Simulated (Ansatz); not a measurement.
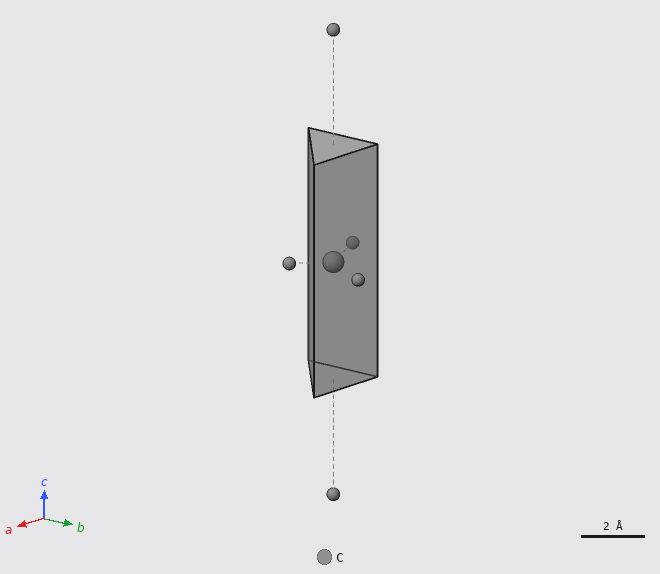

The polyhedron is the computed Voronoi (Dirichlet) cell of the central atom: each face lies in the plane that bisects the line to a neighbour. Central atom: C (2c) in C; faces take the colour of the neighbour behind them. The structure is a calculation's input; it may be strained or unrelaxed.

C, space group P6/mmm (No. 191), a = 2.456 Å, b = 2.456 Å, c = 8.524 Å, α = 90.00°, β = 90.00°, γ = 120.00°

```
site  Wyckoff       x       y       z
   C       2c  0.3333  0.6667  0.0000
```

### How many faces does the cell have, and of which kinds?

5 faces, index ⟨2,3,0,0⟩: a trigonal prism.

### Which neighbours share a face with the central atom?

5 C (100 % of the solid angle).

### What is the volume of this Voronoi cell?

22.3 Å³, equal to the mean volume per atom.
